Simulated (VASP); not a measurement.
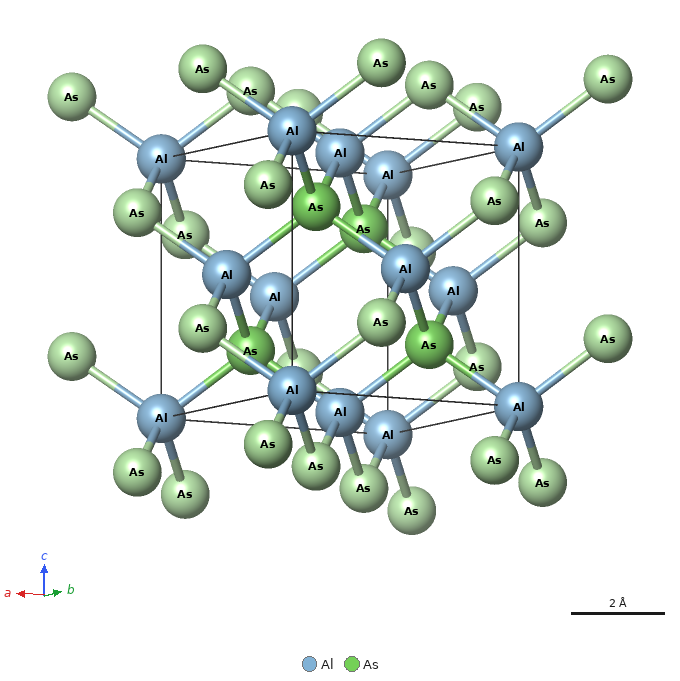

**Figure 1.** The structure as given in the input (ball-and-stick view of the cell 4 times as large as that of the calculation, set on its symmetry axes, seen at an oblique angle; neighbours outside the cell are drawn fainter). Near neighbours in the crystal (not all of them lie inside the picture): Al has 4 As at 2.46 Å; As has 4 Al at 2.46 Å.

AlAs: band-structure run (part 1 of 2)

AlAs (F-43m, 2 atoms in the cell), computed with Kohn-Sham DFT of a periodic cell, PBEsol, VASP PAW PBE potentials, recommended, no spin polarisation (VASP 6.6.1).

The structure derives from an entry of the Crystallography Open Database.

OSZICAR:
```
N       E                     dE             d eps       ncg     rms          rms(c)
DAV:   1     0.137012943066E+02    0.13701E+02   -0.29020E+03   638   0.541E+02
DAV:   2    -0.920862579804E+01   -0.22910E+02   -0.21823E+02   815   0.896E+01
DAV:   3    -0.103206804548E+02   -0.11121E+01   -0.11095E+01   828   0.191E+01
DAV:   4    -0.103299492049E+02   -0.92688E-02   -0.92679E-02   729   0.206E+00
DAV:   5    -0.103301038030E+02   -0.15460E-03   -0.15460E-03   797   0.265E-01    0.324E+00
DAV:   6    -0.101125643013E+02    0.21754E+00   -0.35098E-01   698   0.211E+00    0.184E+00
DAV:   7    -0.100665678486E+02    0.45996E-01   -0.17230E-01   736   0.158E+00    0.649E-01
DAV:   8    -0.100648103010E+02    0.17575E-02   -0.11038E-02   698   0.488E-01    0.944E-02
DAV:   9    -0.100648210703E+02   -0.10769E-04   -0.52476E-04   743   0.122E-01    0.451E-02
DAV:  10    -0.100648679259E+02   -0.46856E-04   -0.51463E-05   706   0.394E-02    0.954E-03
DAV:  11    -0.100648722034E+02   -0.42775E-05   -0.74468E-06   759   0.136E-02    0.496E-03
DAV:  12    -0.100648720580E+02    0.14540E-06   -0.12478E-06   484   0.490E-03
   1 F= -.10064872E+02 E0= -.10064872E+02  d E =-.180953E-16
       N       E                     dE             ncg
DAV:   1     0.460109665029E+03   -0.59622E+04      638
DAV:   2    -0.171931954863E+03   -0.63204E+03      816
DAV:   3    -0.197521634406E+03   -0.25590E+02      871
DAV:   4    -0.197693619309E+03   -0.17198E+00      753
DAV:   5    -0.197696350111E+03   -0.27308E-02      848
DAV:   6    -0.197696422783E+03   -0.72672E-04      793
DAV:   7    -0.197696424824E+03   -0.20405E-05      831
DAV:   8    -0.197696424893E+03   -0.69499E-07      569
       N       E                     dE             ncg
DAV:   1     0.378305015802E+03   -0.61354E+04      638
DAV:   2    -0.225693077818E+03   -0.60400E+03      852
DAV:   3    -0.250414783057E+03   -0.24722E+02      794
DAV:   4    -0.250635734430E+03   -0.22095E+00      755
DAV:   5    -0.250640278972E+03   -0.45445E-02      776
DAV:   6    -0.250640421287E+03   -0.14231E-03      761
DAV:   7    -0.250640426176E+03   -0.48889E-05      723
DAV:   8    -0.250640426381E+03   -0.20523E-06      535
       N       E                     dE             ncg
DAV:   1     0.620327799933E+03   -0.40828E+04      638
DAV:   2    -0.577523013163E+02   -0.67808E+03      794
DAV:   3    -0.940648012504E+02   -0.36312E+02      792
DAV:   4    -0.943857611191E+02   -0.32096E+00      665
DAV:   5    -0.943906470946E+02   -0.48860E-02      745
DAV:   6    -0.943907814747E+02   -0.13438E-03      715
DAV:   7    -0.943907856769E+02   -0.42022E-05      693
DAV:   8    -0.943907858204E+02   -0.14346E-06      440
       N       E                     dE             ncg
DAV:   1     0.262288366876E+03   -0.78775E+04      638
DAV:   2    -0.296257007959E+03   -0.55855E+03      800
DAV:   3    -0.319551825160E+03   -0.23295E+02      795
DAV:   4    -0.319746704397E+03   -0.19488E+00      767
DAV:   5    -0.319750599510E+03   -0.38951E-02      793
DAV:   6    -0.319750718690E+03   -0.11918E-03      771
DAV:   7    -0.319750722776E+03   -0.40869E-05      764
DAV:   8    -0.319750722950E+03   -0.17369E-06      534
       N       E                     dE             ncg
DAV:   1     0.370449343427E+03   -0.73086E+04      638
DAV:   2    -0.232127009985E+03   -0.60258E+03      814
DAV:   3    -0.257160749320E+03   -0.25034E+02      823
DAV:   4    -0.257348661572E+03   -0.18791E+00      773
DAV:   5    -0.257351935694E+03   -0.32741E-02      825
DAV:   6    -0.257352011969E+03   -0.76275E-04      765
DAV:   7    -0.257352014674E+03   -0.27054E-05      698
DAV:   8    -0.257352014760E+03   -0.85885E-07      574
       N       E                     dE             ncg
DAV:   1     0.481476528714E+04   -0.33639E+04      308
DAV:   2     0.451890098710E+04   -0.29586E+03      391
DAV:   3     0.450650470982E+04   -0.12396E+02      504
DAV:   4     0.450643757729E+04   -0.67133E-01      382
DAV:   5     0.450643674746E+04   -0.82982E-03      430
DAV:   6     0.450643672691E+04   -0.20554E-04      406
DAV:   7     0.450643672624E+04   -0.66948E-06      421
```

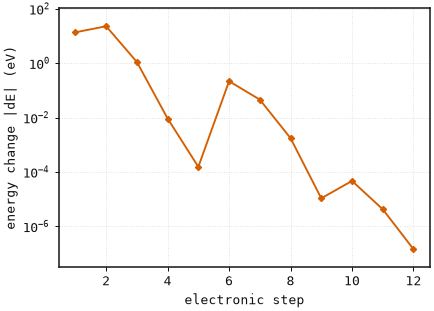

**Figure 2.** Convergence of the self-consistent field: energy change |dE| against the electronic step. It takes 12 electronic steps. The density is held fixed in the first few steps, and dE rises again when its update begins.

Parts of OUTCAR:
```
SYSTEM = AlAs
   PREC = Accurate
   ENCUT = 520
   EDIFF = 1E-6
   ISMEAR = 0
   LREAL = .False.
   LASPH = .True.
   NELM = 80
   ISIF = 2
   GGA = PS

 ion  position               nearest neighbor table
   1  0.000  0.000  0.000-   2 2.46   2 2.46   2 2.46   2 2.46
   2  0.250  0.250  0.250-   1 2.46   1 2.46   1 2.46   1 2.46

  LATTYP: Found a face centered cubic cell.
 ALAT       =     5.6817689466

  Lattice vectors:

 A1 = (   0.0000000000,   2.8408844733,   2.8408844733)
 A2 = (   2.8408844733,   0.0000000000,   2.8408844733)
 A3 = (   2.8408844733,   2.8408844733,   0.0000000000)

Analysis of symmetry for initial positions (statically):
=====================================================================
 Subroutine PRICEL returns:
 Original cell was already a primitive cell.

 Routine SETGRP: Setting up the symmetry group for a
 face centered cubic supercell.

 Subroutine GETGRP returns: Found 24 space group operations
 (whereof 24 operations were pure point group operations)
 out of a pool of 48 trial point group operations.

The static configuration has the point symmetry T_d .

Analysis of symmetry for dynamics (positions and initial velocities):
=====================================================================
 Subroutine PRICEL returns:
 Original cell was already a primitive cell.

 Routine SETGRP: Setting up the symmetry group for a
 face centered cubic supercell.

 Subroutine GETGRP returns: Found 24 space group operations
 (whereof 24 operations were pure point group operations)
 out of a pool of 48 trial point group operations.

The dynamic configuration has the point symmetry T_d .

 Subroutine INISYM returns: Found 24 space group operations
 (whereof 24 operations are pure point group operations),
 and found     1 'primitive' translations

----------------------------------------------------------------------------------------

                                     Primitive cell

  volume of cell :      45.8554

  direct lattice vectors                    reciprocal lattice vectors
     0.000000000  2.840884473  2.840884473    -0.176001525  0.176001525  0.176001525
     2.840884473  0.000000000  2.840884473     0.176001525 -0.176001525  0.176001525
     2.840884473  2.840884473  0.000000000     0.176001525  0.176001525 -0.176001525

  length of vectors
     4.017617351  4.017617351  4.017617351     0.304843584  0.304843584  0.304843584

  position of ions in fractional coordinates (direct lattice)
     0.000000000  0.000000000  0.000000000
     0.250000000  0.250000000  0.250000000

  ion indices of the primitive-cell ions
   primitive index   ion index
                 1           1
                 2           2

----------------------------------------------------------------------------------------

 KPOINTS: regular mesh

Automatic generation of k-mesh.
 Grid dimensions read from file:
 generate k-points for:    8    8    8

 Generating k-lattice:

  Cartesian coordinates                     Fractional coordinates (reciprocal lattice)
    -0.022000191  0.022000191  0.022000191     0.125000000  0.000000000  0.000000000
     0.022000191 -0.022000191  0.022000191     0.000000000  0.125000000  0.000000000
     0.022000191  0.022000191 -0.022000191     0.000000000  0.000000000  0.125000000

  Length of vectors
     0.038105448  0.038105448  0.038105448

  Shift w.r.t. Gamma in fractional coordinates (k-lattice)
     0.000000000  0.000000000  0.000000000

 Subroutine IBZKPT returns following result:
 ===========================================

 Found     29 irreducible k-points:

 Following reciprocal coordinates:
            Coordinates               Weight
  0.000000  0.000000  0.000000      1.000000
  0.125000  0.000000  0.000000      8.000000
  0.250000  0.000000  0.000000      8.000000
  0.375000  0.000000  0.000000      8.000000
  0.500000  0.000000  0.000000      4.000000
  0.125000  0.125000  0.000000      6.000000
  0.250000  0.125000  0.000000     24.000000
  0.375000  0.125000  0.000000     24.000000
  0.500000  0.125000  0.000000     24.000000
 -0.375000  0.125000  0.000000     24.000000
 -0.250000  0.125000  0.000000     24.000000
 -0.125000  0.125000  0.000000     12.000000
  0.250000  0.250000  0.000000      6.000000
  0.375000  0.250000  0.000000     24.000000
  0.500000  0.250000  0.000000     24.000000
 -0.375000  0.250000  0.000000     24.000000
 -0.250000  0.250000  0.000000     12.000000
  0.375000  0.375000  0.000000      6.000000
  0.500000  0.375000  0.000000     24.000000
 -0.375000  0.375000  0.000000     12.000000
  0.500000  0.500000  0.000000      3.000000
  0.375000  0.250000  0.125000     24.000000
  0.500000  0.250000  0.125000     48.000000
 -0.375000  0.250000  0.125000     24.000000
 [... further k-points ...]
   k-points           NKPTS =     29   k-points in BZ     NKDIM =     29   number of bands    NBANDS=     11
   number of dos      NEDOS =    301   number of ions     NIONS =      2
   total plane-waves  NPLWV =  27000
   dimension x,y,z NGX =    30 NGY =   30 NGZ =   30
   dimension x,y,z NGXF=    60 NGYF=   60 NGZF=   60
   ions per type =               1   1
   NGX,Y,Z   is equivalent  to a cutoff of  12.41, 12.41, 12.41 a.u.
   NGXF,Y,Z  is equivalent  to a cutoff of  24.83, 24.83, 24.83 a.u.
 SYSTEM =  AlAs
   PREC   = accura    normal or accurate (medium, high low for compatibility)
   ISTART =      0    job   : 0-new  1-cont  2-samecut
   ICHARG =      2    charge: 1-file 2-atom 10-const
   ISPIN  =      1    spin polarized calculation?
   LNONCOLLINEAR =      F non collinear calculations
   LSORBIT =      F    spin-orbit coupling
   LASPH  =      T    aspherical Exc in radial PAW
   ENCUT  =  520.0 eV  38.22 Ry    6.18 a.u.   7.47  7.47  7.47*2*pi/ulx,y,z
   NELM   =     80;   NELMIN=  2; NELMDL= -5     # of ELM steps
   EDIFF  = 0.1E-05   stopping-criterion for ELM
   LREAL  =      F    real-space projection
   EDIFFG = 0.1E-04   stopping-criterion for IOM
   NSW    =      0    number of steps for IOM
   IBRION =     -1    ionic relax: 0-MD 1-quasi-New 2-CG
   NFREE  =      0    steps in history (QN), initial steepest desc. (CG)
   ISIF   =      2    stress and relaxation
   ISYM   =      2    0-nonsym 1-usesym 2-fastsym
   POTIM  = 0.5000    time-step for ionic-motion
   TEBEG  =    0.0;   TEEND  =   0.0 temperature during run
   PSTRESS=    0.0 pullay stress
   NELECT =       8.0000    total number of electrons
   NUPDOWN=      -1.0000    fix difference up-down
   EMIN   =  10.00;   EMAX   =-10.00  energy-range for DOS
   EFERMI =   0.00;   METHOD = LEGACY
   ISMEAR =     0;   SIGMA  =   0.03  broadening in eV -4-tet -1-fermi 0-gaus
   EFERMI_NEDOS =   21; number of points for ismear=-14 and -15
   IALGO  =     38    algorithm
   IMIX   =      4    mixing-type and parameters
     AMIX     =   0.40;   BMIX     =  1.00
     AMIX_MAG =   1.60;   BMIX_MAG =  1.00
  volume/ion in A,a.u.               =      22.93       154.72
  Fermi-wavevector in a.u.,A,eV,Ry     =   0.914762  1.728649 11.385202  0.836789
  Thomas-Fermi vector in A             =   2.039426
   LORBIT       =      0    0 simple, 1 ext, 2 COOP (PROOUT), +10 PAW based schemes
   GGA     = PS    functional components
   LHFCALC =     F    Hartree Fock is set to
   AEXX    =    0.0000 exact exchange contribution
   IVDW    =     0    specifies the selected vdW correction
   LEPSILON=     F    determine dielectric tensor
   LRPA    =     F    only Hartree local field effects (RPA)
 non-spin polarized calculation
 Gauss-broadening in eV      SIGMA  =   0.03
  energy-cutoff  :      520.00
  volume of cell :       45.86
 maximum number of plane-waves:      1254
 NGX is ok and might be reduce to    30
   NGX = 15   NGY = 15   NGZ = 15

 number of electron       7.9999999 magnetization

 Free energy of the ion-electron system (eV)
  ---------------------------------------------------
  ext. energy  EPLUGINS =         0.00000000
  ---------------------------------------------------
  free energy    TOTEN  =       -10.06487206 eV

  energy without entropy =      -10.06487206  energy(sigma->0) =      -10.06487206

 the core state eigenenergies are
   1-  1s  -1501.9375  2s    -99.1772  2p    -60.6352
   2-  1s -11707.2816  2s  -1475.9091  2p  -1292.7284  3s   -179.9397  3p   -123.3217
       3d    -30.3612

 E-fermi :   3.8709     XC(G=0):  -9.1530     alpha+bet :-10.1632

 val. band max:        3.7084342617   @ k =   0.0000   0.0000   0.0000
 cond. band min:       5.0464158681   @ k =   0.5000   0.5000   0.0000
 fundamental gap:      1.3379816065
 Fermi energy:         3.8709118812
```
